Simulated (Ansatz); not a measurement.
# BN: geometry relaxation (part 2 of 2)

The same run, continued: BN (P6₃mc, 4 atoms in the cell); DFT r2SCAN, scalar-relativistic, plane waves, PAW, no spin polarisation (Ansatz 0.2.0); cutoff 500 eV, 12×12×6 k-mesh, Gaussian smearing of 0.02 eV. The structure derives from a Materials Project entry.

Geometry of the input (Å; fractional positions):
```
2.5539  0.0000  0.0000
-1.2770  2.2118  0.0000
0.0000  0.0000  4.2269
B  0.6667  0.3333  0.9997
B  0.3333  0.6667  0.4997
N  0.6667  0.3333  0.6253
N  0.3333  0.6667  0.1253
```

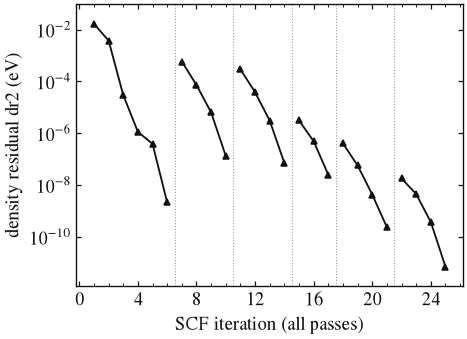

**Figure 1.** Convergence of the self-consistent field: density residual dr2 against the SCF iteration. The dotted lines part the SCF passes of the relaxation: geometry steps, rejected trials and re-solves on a re-selected basis. The 6 passes take 3 to 6 iterations each, 25 in all.

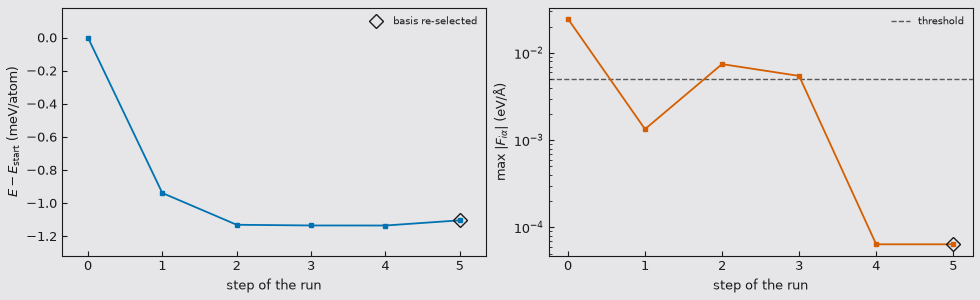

**Figure 2.** Progress of the relaxation, step by step (the first geometry is step 0 here and step 1 in the log). No atom moves by more than 0.005 Å relative to the cell. The energy falls by 1.1 meV per atom in 4 geometry steps. Largest force component: 0.025 eV/Å at the start, under 0.0001 eV/Å at the end. The pressure goes from −4.74 to 0.00 GPa. A last SCF at the same geometry on a re-selected plane-wave basis shifts the energy by +0.0 meV per atom.

```
basis re-selected at this cell: Δ(F+E_penalty+E_count) = +1.258e-4 eV, ΔP = +0.003 GPa vs the last step (what re-selecting the basis moved, of the pressure what is left beyond the Pulay correction that the steps carried, after the strain that the cell walked since its last selection, with what the two solves' SCF thresholds leave and, on support functions, any second-order correction that the steps lacked; it is no measure of the basis error at this ecutwfc). This SCF's stress stands 2.24e-3 GPa from its target on what of the cell is left free (relax.cell.stress_tol is 5.00e-2 GPa) and its largest allowed force component is 6.41e-5 eV/Å (relax.f_tol is 5.00e-3 eV/Å): within both
SCF converged after 4 iterations
Free energy (F): -1087.936182 eV
Harris-Foulkes:  -1087.936182 eV  (|F-HF|=1.00e-11)
Internal energy: -1087.936182 eV  (E = F + TS)
E sigma→0 (E₀):  -1087.936182 eV
Fermi energy:    14.074596 eV
--- Per-component energies (eV) ---
  E_band       = 44.227267
  E_kinetic    = 372.202194
  E_local      = -351.986915  (includes V_loc(G=0)·N_el)
  E_nonlocal   = 111.777114
  E_hartree    = 100.087111
  E_xc         = -184.708210
  E_vxc        = -255.649009  (∫ρ·V_xc dr)
  E_paw        = -418.941965  (= ΣΔE_a)
  E_vpaw       = -46.290936  (= ΣTr[D̂ρ^β])
  E_aug_tail   = 0.000040  (compensation charges beyond the density's cutoff)
  E_vtau       = 14.000531  (kinetic-family band-sum trace: ∫τ·v_τ [+ j·A + Jᵃ·Aᵃ] dr)
  E_ewald      = -716.269538
  E_core_change = -0.096013  (= ΣΔE_core)
  E_smearing   = -0.000000  (= −TS)
  E_closure    = -0.000000  (closes the sum)
  Σ components = -1087.936182   (vs F -1087.936182, Δ=0.00e0)
--- Forces (eV/Å), atoms counted from 1 ---
  atom   1  B     -0.00000000     0.00000000     0.00005964
  atom   2  B      0.00000000    -0.00000000     0.00005964
  atom   3  N      0.00000000    -0.00000000    -0.00006863
  atom   4  N     -0.00000000     0.00000000    -0.00006863
  max |Σ_I F_I| component: 1.80e-5 eV/Å
--- Stress (GPa, compression-positive) ---
        0.002069      -0.000000       0.000000
       -0.000000       0.002069       0.000000
       -0.000000       0.000000       0.002237
  P = ⅓ Tr σ = 0.0021 GPa (0.021 kbar)
--- Band table (eV; the first three rows and the last of 76) ---
  k-point 0: bands = ["-10.2906", "-6.0531", "-0.1249", "8.9915", "8.9915", "10.9281", "11.1983", "11.1983", "20.3142", "20.3142", "20.5353", "21.4029"]
  k-point 1: bands = ["-10.1182", "-6.6134", "0.7441", "9.1141", "9.1141", "9.9894", "11.0160", "11.0160", "20.5185", "20.5185", "20.9467", "21.4086"]
  k-point 2: bands = ["-9.6077", "-7.7188", "2.7526", "7.8093", "9.4632", "9.4632", "10.5510", "10.5510", "21.0893", "21.0893", "21.3784", "21.4270"]
  k-point 75: bands = ["-4.7242", "-4.7242", "1.9697", "1.9697", "3.2189", "3.2189", "8.0477", "8.0477", "21.2424", "21.2424", "22.1662", "22.1662"]
--- Relaxed structure (5 steps of the walk, 5 accepted, 1 SCFs on fresh bases) ---
  F+E_penalty+E_count = -1087.93618165 eV   max|allowed force component| = 6.414e-5 eV/Å   (the final SCF, on the basis selected at the relaxed cell)
  cell:  # Å, volume = 23.5832 Å³
    - [2.5439665234058406, 2.8754782677077403e-11, -1.7793312231770634e-36]
    - [-1.2719832617278226, 2.2031396356322603, -4.5338715603263557e-35]
    - [-2.9448523644768848e-36, -8.834557093430655e-35, 4.207744934619053]
  atoms:
    - { symbol: B, position: [0.6666666666666666, 0.33333333333333326, 0.9997995909366901] }
    - { symbol: B, position: [0.33333333333333326, 0.6666666666666666, 0.49979959093669013] }
    - { symbol: N, position: [0.6666666666666666, 0.33333333333333326, 0.6252004090633098] }
    - { symbol: N, position: [0.33333333333333326, 0.6666666666666666, 0.1252004090633099] }
```

Trajectory as extended XYZ (Å, eV, eV/Å), 6 frames, from step=1 to step=6
```
4
Lattice="2.5539 0.0000 0.0000 -1.2770 2.2118 0.0000 0.0000 0.0000 4.2269" Properties=species:S:1:pos:R:3:forces:R:3 step=1 energy=-1087.93177 pressure_GPa=-4.74
B     1.2770    0.7373    4.2257    0.0000   0.0000   0.0247
B     0.0000    1.4745    2.1123    0.0000   0.0000   0.0247
N     1.2770    0.7373    2.6430    0.0000   0.0000  -0.0247
N     0.0000    1.4745    0.5295    0.0000   0.0000  -0.0247
4
Lattice="2.5486 0.0000 0.0000 -1.2743 2.2071 0.0000 0.0000 0.0000 4.2137" Properties=species:S:1:pos:R:3:forces:R:3 step=2 energy=-1087.93552 pressure_GPa=-1.95
B     1.2743    0.7357    4.2130    0.0000   0.0000  -0.0013
B     0.0000    1.4714    2.1061    0.0000   0.0000  -0.0013
N     1.2743    0.7357    2.6343    0.0000   0.0000   0.0013
N     0.0000    1.4714    0.5274    0.0000   0.0000   0.0013
4
Lattice="2.5433 0.0000 0.0000 -1.2716 2.2025 0.0000 0.0000 0.0000 4.2090" Properties=species:S:1:pos:R:3:forces:R:3 step=3 energy=-1087.93629 pressure_GPa=0.09
B     1.2716    0.7342    4.2080    0.0000   0.0000   0.0075
B     0.0000    1.4684    2.1035    0.0000   0.0000   0.0075
N     1.2716    0.7342    2.6316    0.0000   0.0000  -0.0075
N     0.0000    1.4684    0.5271    0.0000   0.0000  -0.0075
4
Lattice="2.5440 0.0000 0.0000 -1.2720 2.2032 0.0000 0.0000 0.0000 4.2075" Properties=species:S:1:pos:R:3:forces:R:3 step=4 energy=-1087.93631 pressure_GPa=0.00
B     1.2720    0.7344    4.2066    0.0000   0.0000   0.0054
B     0.0000    1.4688    2.1028    0.0000   0.0000   0.0054
N     1.2720    0.7344    2.6307    0.0000   0.0000  -0.0055
N     0.0000    1.4688    0.5269    0.0000   0.0000  -0.0055
4
Lattice="2.5440 0.0000 0.0000 -1.2720 2.2031 0.0000 0.0000 0.0000 4.2077" Properties=species:S:1:pos:R:3:forces:R:3 step=5 energy=-1087.93631 pressure_GPa=-0.00
B     1.2720    0.7344    4.2069    0.0000   0.0000   0.0001
B     0.0000    1.4688    2.1030    0.0000   0.0000   0.0001
N     1.2720    0.7344    2.6307    0.0000   0.0000  -0.0001
N     0.0000    1.4688    0.5268    0.0000   0.0000  -0.0001
4
Lattice="2.5440 0.0000 0.0000 -1.2720 2.2031 0.0000 0.0000 0.0000 4.2077" Properties=species:S:1:pos:R:3:forces:R:3 step=6 energy=-1087.93618 pressure_GPa=0.00
B     1.2720    0.7344    4.2069    0.0000   0.0000   0.0001
B     0.0000    1.4688    2.1030    0.0000   0.0000   0.0001
N     1.2720    0.7344    2.6307    0.0000   0.0000  -0.0001
N     0.0000    1.4688    0.5268    0.0000   0.0000  -0.0001
```

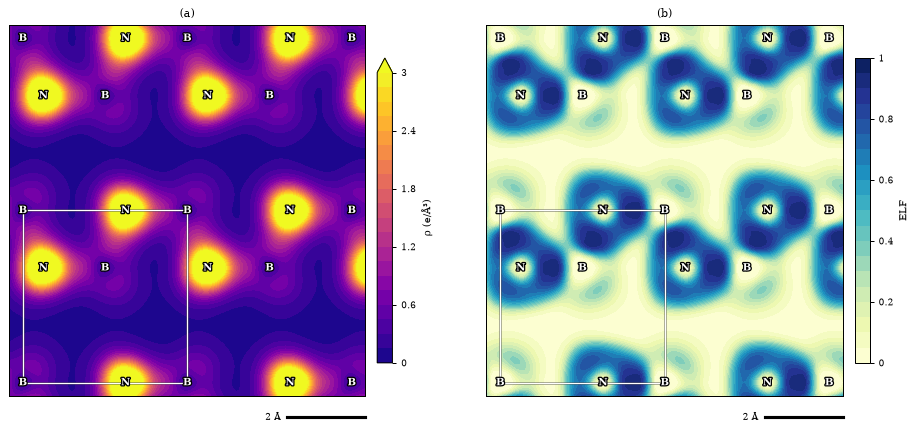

**Figure 3.** (a) valence electron density; (b) electron localisation function on the (110) plane of the conventional cell. Atoms in the plane: B and N. Away from the nuclei the density in this plane falls to 0.06 e/Å³ at its lowest. Core electrons are frozen (PAW), so the fields are smoothed inside the atomic spheres.
